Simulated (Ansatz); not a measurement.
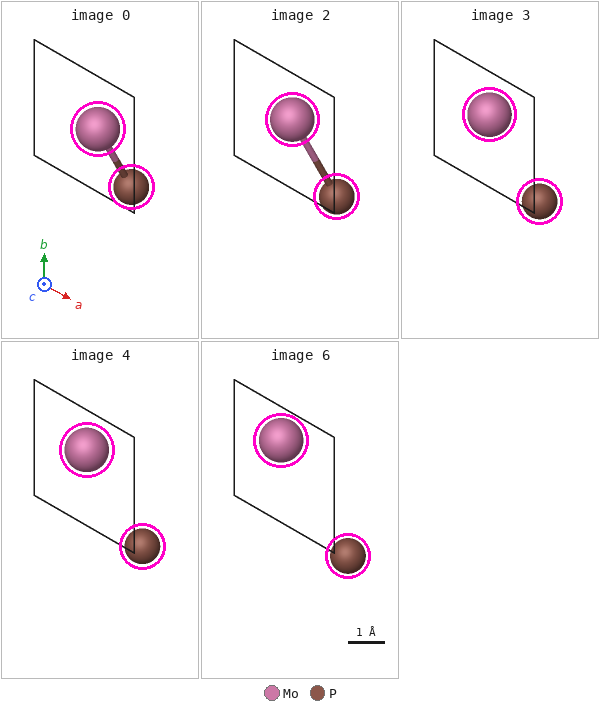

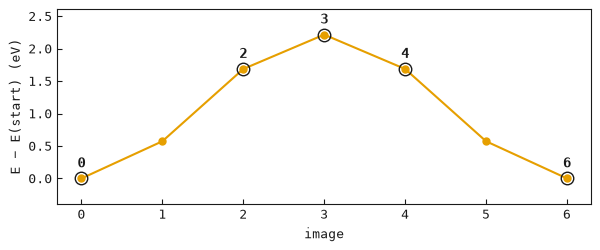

NEB run on a 2-atom cell of MoP (set up in P-6m2). Images are numbered from 0 (start) to 6 (end). Style: ball-and-stick. Shown: the simulation cell (origin moved), along the c axis. The atoms that move most are ringed. Bonds to atoms that aren't drawn are left out.

Method: DFT, PBE, PAW with Ansatz's default frozen-core files, scalar-relativistic in Ansatz 0.2.0.

Input
```yaml
crystal:
  lattice:
    - [3.223, 0.0, 0.0]
    - [-1.6115, 2.7911998764, 0.0]
    - [0.0, 0.0, 3.191]
  atoms:
    - { symbol: Mo, position: [0.0, 0.0, 0.0] }
    - { symbol: P, position: [0.3333333333, 0.6666666667, 0.5] }
kpoints:
  mp_grid: { grid: [8, 8, 7] }
scf:
  occupations: { method: fermi_dirac, width: 0.05 }
hamiltonian:
  xc: pbe
  pseudopotentials: { kind: paw }
output:
  forces: true
neb:
  images: 5
  f_tol: 0.05
  max_iterations: 40
  relax_end_points: true
  final_atoms:
    - { symbol: Mo, position: [-0.1666666667, 0.1666666667, 0.0] }
    - { symbol: P, position: [0.5, 0.5, 0.5] }
```

Run as
```bash
ansatz run input.yaml --threads 4 --pin off --max-ram 4096MiB --backend cpu --events-out ev --progress --plain --runs-dir out
```

**Read off the barrier and say what moves.**

The barrier is about 2.22 eV in both directions, with image 3 at the top; the ends have the same energy. The P atom travels furthest, 0.93 Å from end to end, along [1 −1 0], on a straight line. It doesn't move alone: Mo (0.93 Å) moves with it. The band is converged.

Cost: 96 s on 4 threads of Intel(R) Xeon(R) Platinum 8259CL CPU @ 2.50GHz (Skylake/Cascade Lake), with other jobs on the host, peak memory 0.89 GiB.
